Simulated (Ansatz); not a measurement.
**Geometry relaxation of GaN (part 2 of 3)**

The same run, continued: GaN (36 atoms in the cell); DFT PBE, scalar-relativistic, plane waves, PAW, no spin polarisation (Ansatz 0.2.0); cutoff 420 eV, 2×2×2 k-mesh, Gaussian smearing of 0.02 eV. The structure derives from a Materials Project entry. It belongs to a series of runs on one base structure; here: the perfect supercell shaken and relaxed.

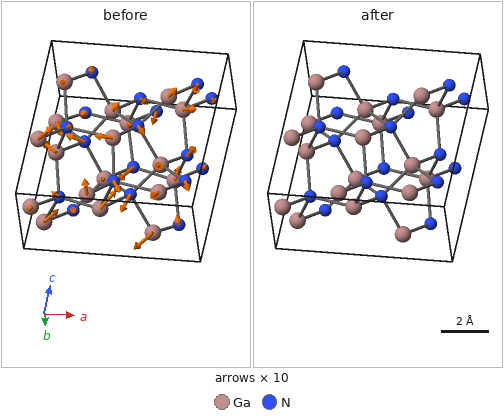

Figure 1. Before (left) and after (right) the relaxation, at one scale (ball-and-stick view of the cell of the calculation, seen at an oblique angle). The orange arrows give the displacements, magnified 10 times. The energy falls by 48.8 meV per atom in 3 geometry steps. The largest force component goes from 2.6 to 0.017 eV/Å. Ga7 moves most: 0.12 Å. By element the largest moves are Ga 0.12 Å, N 0.11 Å. The cell doesn't change. Among the contacts that change: Ga13–N32 2.112 → 1.976 Å, Ga12–N21 2.100 → 1.966 Å, Ga6–N28 2.085 → 1.968 Å, Ga16–N25 1.861 → 1.966 Å. Among the angles that change: N22–Ga13–N32 101.8° → 109.1°, Ga10–N20–Ga14 117.1° → 109.8°, Ga11–N22–Ga13 115.6° → 109.8°. The space group (tolerance 0.01 Å) goes from P1 (No. 1) to P6_3mc (No. 186). (Atoms are counted from 1 in the order of the input.)

```
SCF converged after 5 iterations
Free energy (F): -75022.519961 eV
Harris-Foulkes:  -75022.519961 eV  (|F-HF|=1.49e-8)
Internal energy: -75022.519961 eV  (E = F + TS)
E sigma→0 (E₀):  -75022.519961 eV
Fermi energy:    10.654239 eV
--- Per-component energies (eV) ---
  E_band       = -216.611408
  E_kinetic    = 4429.837474
  E_local      = -35547.152996  (includes V_loc(G=0)·N_el)
  E_nonlocal   = 8538.085528
  E_hartree    = 16323.070056
  E_xc         = -2311.242585
  E_vxc        = -2405.051612  (∫ρ·V_xc dr)
  E_paw        = -38168.678346  (= ΣΔE_a)
  E_vpaw       = -7878.468159  (= ΣTr[D̂ρ^β])
  E_aug_tail   = 0.001409  (compensation charges beyond the density's cutoff)
  E_ewald      = -28286.440500
  E_smearing   = -0.000000  (= −TS)
  E_closure    = 0.000000  (closes the sum)
  Σ components = -75022.519961   (vs F -75022.519961, Δ=0.00e0)
--- Forces (eV/Å), atoms counted from 1 ---
  atom   1  Ga     0.00086098    -0.01136013     0.01361605
  atom   2  Ga     0.00628567    -0.00183624     0.00155773
  atom   3  Ga     0.00996247    -0.00095814     0.01323760
  atom   4  Ga    -0.00302812    -0.00066647    -0.00015875
  atom   5  Ga    -0.00388620    -0.00795349     0.01216449
  atom   6  Ga     0.01228556    -0.00616982     0.00411119
  atom   7  Ga     0.00214220    -0.00864021     0.00746625
  atom   8  Ga     0.00722264    -0.00834995     0.01221131
  atom   9  Ga     0.00323055    -0.00466398     0.00660107
  atom  10  Ga     0.00117899    -0.00557460     0.00707344
  atom  11  Ga     0.00008136    -0.01315709     0.01307852
  atom  12  Ga    -0.00961156    -0.00096230     0.01373198
  atom  13  Ga     0.00407898    -0.01638842     0.01171770
  atom  14  Ga     0.00445768     0.00400099     0.00647914
  atom  15  Ga    -0.00290871    -0.00549066     0.00696229
  atom  16  Ga    -0.00763481     0.01162682     0.01444120
  atom  17  Ga     0.00529895     0.00281792     0.00992359
  atom  18  Ga    -0.00145958     0.00046517     0.00212253
  atom  19  N      0.00314053     0.01247022    -0.01646631
  atom  20  N     -0.00396080    -0.00304127    -0.00351277
  atom  21  N      0.00989444    -0.00358091    -0.01135380
  atom  22  N     -0.00255435     0.01564864    -0.00721406
  atom  23  N     -0.00081383    -0.00200432    -0.01179323
  atom  24  N     -0.00353193     0.00111620    -0.00178746
  atom  25  N      0.00448697    -0.00623129    -0.00834603
  atom  26  N     -0.00443631     0.00404663    -0.00908462
  atom  27  N      0.00200972     0.00205038    -0.00753666
  atom  28  N     -0.00832020     0.00430796    -0.01181126
  atom  29  N     -0.00078447     0.00037915    -0.00385623
  atom  30  N     -0.00360419     0.01043642    -0.01268411
  atom  31  N      0.00389610     0.00671940    -0.00373174
  atom  32  N     -0.00393960     0.00492503    -0.00584798
  atom  33  N     -0.00447951     0.00654134    -0.00624613
  atom  34  N     -0.00503671     0.00384919    -0.00832008
  atom  35  N     -0.00859241     0.00939874    -0.01747173
  atom  36  N     -0.00194340     0.00625371    -0.00928944
  max |Σ_I F_I| component: 2.46e-5 eV/Å
--- Band table (eV) ---
  k-point 0: bands = ["-6.3083", "-5.8158", "-5.8156", "-5.8147", "-5.7285", "-5.6599", "-5.6597", "-5.6589", "-5.5898", "-5.5896", "-5.5888", "-5.5496", "-5.5494", "-5.5488", "-5.5419", "-5.5417", "-5.5415", "-5.5407", "-4.1857", "-4.1856", "-4.1532", "-4.1531", "-4.1463", "-4.1462", "-4.1414", "-4.1413", "-4.1412", "-4.1407", "-4.1405", "-4.1404", "-4.1404", "-4.1218", "-4.1216", "-4.1215", "-4.1151", "-4.1150", "-4.1150", "-4.0742", "-4.0741", "-4.0740",
      "-4.0500", "-4.0500", "-4.0500", "-4.0496", "-4.0495", "-4.0494", "-4.0493", "-4.0404", "-4.0403", "-4.0401", "-3.9982", "-3.9981", "-3.9980", "-3.9969", "-3.9968", "-3.9967", "-3.9966", "-3.9965", "-3.9732", "-3.9732", "-3.9731", "-3.9600", "-3.9599", "-3.9599", "-3.9537", "-3.9537", "-3.9536", "-3.9432", "-3.9432", "-3.9363", "-3.9362", "-3.9362", "-3.9361", "-3.9346", "-3.9346", "-3.9198", "-3.9198", "-3.9180", "-3.9180", "-3.9178",
      "-3.9005", "-3.9005", "-3.9003", "-3.8847", "-3.8847", "-3.8846", "-3.8804", "-3.8804", "-3.8576", "-3.8576", "-3.8574", "-3.4975", "-3.4973", "-3.4971", "-3.1645", "-3.1643", "-3.1641", "-3.1296", "-2.8142", "-2.8141", "-2.8139", "-2.1876", "-2.1876", "-2.1872", "-2.1871", "-2.1233", "-2.1231", "-2.1229", "3.3920", "3.4237", "3.4243", "3.4249", "3.5573", "3.5577", "3.5586", "3.5589", "3.6889", "3.6893", "3.6898", "4.1361",
      "4.1373", "4.1380", "4.4617", "4.4622", "4.6229", "4.6233", "4.6237", "5.3777", "5.3784", "5.3788", "6.1596", "6.1600", "6.7284", "6.7287", "6.7291", "6.9973", "6.9979", "6.9982", "7.1553", "7.1555", "7.1562", "7.1566", "7.5004", "7.5010", "7.5012", "7.6917", "7.6922", "7.6924", "7.7183", "7.9005", "7.9011", "7.9014", "8.0862", "8.0869", "8.0872", "8.4060", "8.4074", "8.5059", "8.5065", "8.5067",
      "9.1104", "9.1112", "12.1972", "13.4333", "13.7300", "13.7314", "13.7316", "13.8840", "13.8845", "13.8848", "14.3840", "14.3848", "14.3852", "14.8570", "14.8578", "14.8583", "15.1602", "15.1609", "15.9832", "15.9843", "15.9851", "16.2179", "16.2182", "16.2186", "16.2195", "16.6024", "16.6029", "16.6035", "17.0627", "17.0638", "17.0647", "17.3506", "17.3514", "17.4496", "17.4503", "17.4507", "17.8975", "18.2986"]
  k-point 1: bands = ["-6.2194", "-5.9126", "-5.8238", "-5.8231", "-5.7489", "-5.6590", "-5.6583", "-5.6313", "-5.6212", "-5.5763", "-5.5757", "-5.5707", "-5.5702", "-5.5377", "-5.5372", "-5.5334", "-5.5329", "-5.5284", "-4.1742", "-4.1597", "-4.1596", "-4.1566", "-4.1532", "-4.1531", "-4.1373", "-4.1369", "-4.1287", "-4.1286", "-4.1269", "-4.1268", "-4.1190", "-4.1184", "-4.1183", "-4.1128", "-4.1004", "-4.1003", "-4.0959", "-4.0917", "-4.0916", "-4.0888",
      "-4.0759", "-4.0758", "-4.0744", "-4.0733", "-4.0731", "-4.0720", "-4.0615", "-4.0615", "-4.0291", "-4.0290", "-4.0150", "-4.0149", "-3.9991", "-3.9960", "-3.9929", "-3.9928", "-3.9814", "-3.9813", "-3.9778", "-3.9778", "-3.9757", "-3.9746", "-3.9713", "-3.9713", "-3.9636", "-3.9635", "-3.9575", "-3.9574", "-3.9536", "-3.9535", "-3.9483", "-3.9481", "-3.9202", "-3.9114", "-3.9113", "-3.9108", "-3.9043", "-3.8998", "-3.8998", "-3.8962",
      "-3.8943", "-3.8942", "-3.8923", "-3.8922", "-3.8852", "-3.8852", "-3.8773", "-3.8745", "-3.8744", "-3.8676", "-3.8581", "-3.7516", "-3.5859", "-3.5858", "-3.4083", "-2.8528", "-2.8526", "-2.6586", "-2.6068", "-2.6066", "-2.5381", "-2.5379", "-2.5013", "-2.3805", "-2.3803", "-2.2707", "-2.0109", "-2.0107", "2.7094", "2.8820", "3.1414", "3.1426", "3.3294", "3.3298", "3.4224", "3.4233", "3.5168", "3.7502", "3.7508", "4.2429",
      "4.2439", "4.7274", "5.2858", "5.2862", "5.3040", "5.3044", "5.8217", "5.8223", "5.8457", "5.9512", "5.9515", "6.0597", "6.0605", "6.0759", "6.5820", "6.5827", "6.6434", "6.8390", "6.9110", "6.9115", "7.3091", "7.3097", "7.3869", "7.3916", "7.3920", "7.4449", "7.5225", "7.5229", "7.6466", "7.7971", "7.8947", "7.8953", "7.9816", "7.9819", "7.9934", "8.0143", "8.2114", "8.3813", "8.3817", "8.5336",
      "8.9160", "9.0037", "12.5900", "13.4697", "13.8710", "14.0405", "14.0409", "14.2748", "14.3500", "14.3508", "14.5016", "14.6125", "14.8898", "14.8912", "14.9238", "14.9252", "15.5542", "15.5551", "15.7578", "15.7584", "15.9261", "15.9271", "16.3771", "16.3776", "16.6333", "16.7534", "16.8606", "16.8611", "16.8854", "16.9290", "16.9298", "17.0879", "17.2714", "17.3191", "17.3198", "17.3354", "17.3359", "17.9741"]
  k-point 2: bands = ["-6.2193", "-5.9127", "-5.8237", "-5.8233", "-5.7488", "-5.6588", "-5.6586", "-5.6312", "-5.6212", "-5.5762", "-5.5759", "-5.5705", "-5.5702", "-5.5376", "-5.5374", "-5.5332", "-5.5330", "-5.5283", "-4.1741", "-4.1596", "-4.1596", "-4.1565", "-4.1533", "-4.1530", "-4.1372", "-4.1369", "-4.1287", "-4.1286", "-4.1270", "-4.1269", "-4.1189", "-4.1184", "-4.1183", "-4.1127", "-4.1004", "-4.1003", "-4.0957", "-4.0917", "-4.0916", "-4.0887",
      "-4.0759", "-4.0758", "-4.0747", "-4.0732", "-4.0732", "-4.0720", "-4.0617", "-4.0616", "-4.0291", "-4.0291", "-4.0150", "-4.0149", "-3.9992", "-3.9960", "-3.9929", "-3.9928", "-3.9814", "-3.9812", "-3.9778", "-3.9777", "-3.9756", "-3.9746", "-3.9713", "-3.9713", "-3.9636", "-3.9635", "-3.9575", "-3.9573", "-3.9535", "-3.9535", "-3.9483", "-3.9481", "-3.9202", "-3.9114", "-3.9113", "-3.9108", "-3.9042", "-3.8998", "-3.8998", "-3.8963",
      "-3.8943", "-3.8942", "-3.8923", "-3.8922", "-3.8852", "-3.8852", "-3.8772", "-3.8744", "-3.8744", "-3.8676", "-3.8581", "-3.7515", "-3.5858", "-3.5856", "-3.4083", "-2.8528", "-2.8527", "-2.6583", "-2.6067", "-2.6066", "-2.5381", "-2.5380", "-2.5013", "-2.3805", "-2.3805", "-2.2710", "-2.0108", "-2.0107", "2.7090", "2.8822", "3.1423", "3.1430", "3.3292", "3.3296", "3.4223", "3.4227", "3.5154", "3.7504", "3.7513", "4.2435",
      "4.2439", "4.7265", "5.2855", "5.2859", "5.3045", "5.3051", "5.8219", "5.8223", "5.8462", "5.9516", "5.9523", "6.0605", "6.0610", "6.0766", "6.5816", "6.5818", "6.6425", "6.8394", "6.9103", "6.9109", "7.3088", "7.3091", "7.3867", "7.3925", "7.3929", "7.4440", "7.5218", "7.5223", "7.6457", "7.7979", "7.8951", "7.8955", "7.9807", "7.9813", "7.9924", "8.0147", "8.2124", "8.3816", "8.3818", "8.5341",
      "8.9161", "9.0043", "12.5898", "13.4703", "13.8710", "14.0407", "14.0412", "14.2749", "14.3501", "14.3510", "14.5014", "14.6126", "14.8896", "14.8904", "14.9244", "14.9253", "15.5544", "15.5550", "15.7569", "15.7580", "15.9260", "15.9271", "16.3770", "16.3785", "16.6346", "16.7541", "16.8594", "16.8601", "16.8851", "16.9283", "16.9293", "17.0883", "17.2728", "17.3185", "17.3197", "17.3353", "17.3361", "17.9739"]
```
